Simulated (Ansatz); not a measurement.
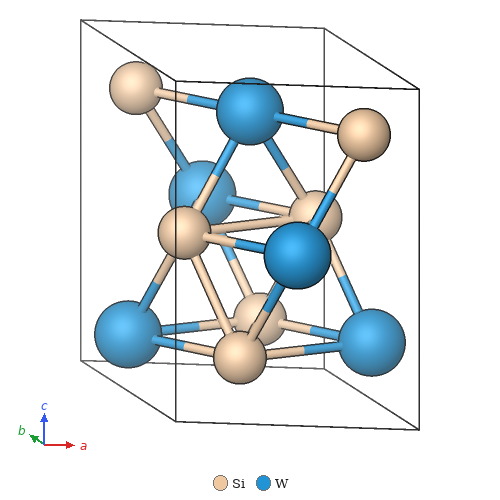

The system is Si2W (P6_222, No. 180; 9 atoms in the cell); the picture shows the reference structure. 
- The energy is mapped over a free internal coordinate and the cell.
- The first coordinate is: shift of Si1 along [1 2 0] of the conventional cell, Cartesian (0 1 0), its symmetry partners moved as symmetry demands (measured in the relaxed cell); the second: c/a of the conventional cell at fixed volume.
- Nothing is relaxed (all other coordinates fixed).
- The grid has 11 × 11 points.
- Points are written as (first, second).
- All energies are given in meV/atom relative to the lowest grid point.
- The band gap closes in part of the range.
- Theory: DFT PBE, scalar-relativistic, plane waves, PAW (Ansatz 0.2.0). Settings: cutoff 420 eV, k-mesh 9×9×6 in the order of the run's cell vectors, gaussian smearing 0.03 eV, no spin polarisation.

Its coordinates:

```yaml
crystal:
  lattice:
    - [4.61440, 0.00000, 0.00000]
    - [-2.30720, 3.99619, 0.00000]
    - [0.00000, 0.00000, 6.64689]
  atoms:
    - { symbol: Si, position: [0.83634, 0.67269, 0.50000] }
    - { symbol: Si, position: [0.16366, 0.83634, 0.83333] }
    - { symbol: Si, position: [0.67269, 0.83634, 0.16667] }
    - { symbol: Si, position: [0.16366, 0.32731, 0.50000] }
    - { symbol: Si, position: [0.83634, 0.16366, 0.83333] }
    - { symbol: Si, position: [0.32731, 0.16366, 0.16667] }
    - { symbol: W, position: [0.00000, 0.50000, 0.16667] }
    - { symbol: W, position: [0.50000, 0.50000, 0.83333] }
    - { symbol: W, position: [0.50000, 0.00000, 0.50000] }
```

The input of one point:

```yaml
crystal:
  lattice:
    - [4.6143995253, 0.0, 0.0]
    - [-2.3071997627, 3.9961872121, 0.0]
    - [0.0, 0.0, 6.6468916183]
  atoms:
    - { symbol: Si, position: [0.8363432358, 0.6726864716, 0.5] }
    - { symbol: Si, position: [0.1636567642, 0.8363432358, 0.8333333333] }
    - { symbol: Si, position: [0.6726864716, 0.8363432358, 0.1666666667] }
    - { symbol: Si, position: [0.1636567642, 0.3273135284, 0.5] }
    - { symbol: Si, position: [0.8363432358, 0.1636567642, 0.8333333333] }
    - { symbol: Si, position: [0.3273135284, 0.1636567642, 0.1666666667] }
    - { symbol: W, position: [0.0, 0.5, 0.1666666667] }
    - { symbol: W, position: [0.5, 0.5, 0.8333333333] }
    - { symbol: W, position: [0.5, 0.0, 0.5] }
basis:
  ecutwfc: 420
kpoints:
  mp_grid: { grid: [9, 9, 6] }
hamiltonian:
  xc: pbe
  pseudopotentials: { kind: paw, azcp: { folder: soft_1 } }
scf:
  occupations: { method: gaussian, width: 0.03 }
output:
  forces: true
  stress: true
  eigenvalues: true
  write_density: true
  write_potential: true
  elf: true
  volumetric_format: npy
```

Range: shift of Si1 along [1 2 0] of the conventional cell, Cartesian (0 1 0), its symmetry partners moved as symmetry demands (measured in the relaxed cell) from −0.25 to 0.25 Å; c/a of the conventional cell at fixed volume from 1.325 to 1.556.

### What will the energy surface look like?

The lowest grid point is at (0.00 Å, 1.440). It is the only kind of minimum in the scanned range. The highest grid point, (0.25 Å, 1.556), lies 565 meV/atom above the lowest. Round the minimum the two coordinates are weakly coupled (coupling 0.08 in units of the two stiffnesses).

| second ↓, first → | −0.25 | −0.20 | −0.15 | −0.10 | −0.05 | 0.00 | 0.05 | 0.10 | 0.15 | 0.20 | 0.25 |
| --- | --- | --- | --- | --- | --- | --- | --- | --- | --- | --- | --- |
| 1.556 | 370 | 252 | 160 | 93 | 53 | 41 | 60 | 114 | 210 | 356 | 565 |
| 1.533 | 352 | 236 | 145 | 79 | 39 | 27 | 45 | 98 | 191 | 332 | 535 |
| 1.510 | 336 | 222 | 133 | 68 | 28 | 15 | 33 | 84 | 174 | 311 | 508 |
| 1.487 | 323 | 211 | 123 | 59 | 20 | 7 | 23 | 73 | 160 | 293 | 485 |
| 1.464 | 313 | 204 | 117 | 54 | 15 | 2 | 17 | 65 | 150 | 279 | 464 |
| 1.440 | 307 | 200 | 115 | 52 | 14 | 0 | 14 | 60 | 142 | 267 | 448 |
| 1.417 | 305 | 200 | 117 | 55 | 16 | 2 | 15 | 59 | 139 | 260 | 435 |
| 1.394 | 308 | 205 | 123 | 61 | 22 | 8 | 20 | 62 | 139 | 257 | 427 |
| 1.371 | 315 | 215 | 134 | 73 | 33 | 18 | 29 | 70 | 144 | 258 | 423 |
| 1.348 | 327 | 229 | 149 | 89 | 49 | 33 | 42 | 81 | 153 | 264 | 424 |
| 1.325 | 344 | 249 | 170 | 110 | 71 | 53 | 61 | 98 | 167 | 275 | 429 |

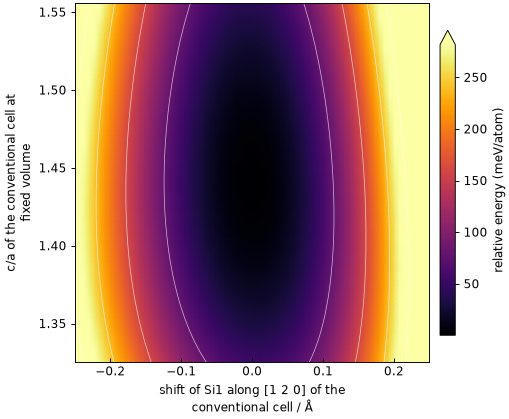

In the figure: a smooth colour map with a few white contour lines, one colour for all values above the top of the scale. Between grid points the surface is interpolated.

Time for the 121 points that were run: 3.6 min on 4 threads of AMD EPYC 9R45 96-Core Processor (Zen 5), with other jobs on the host.
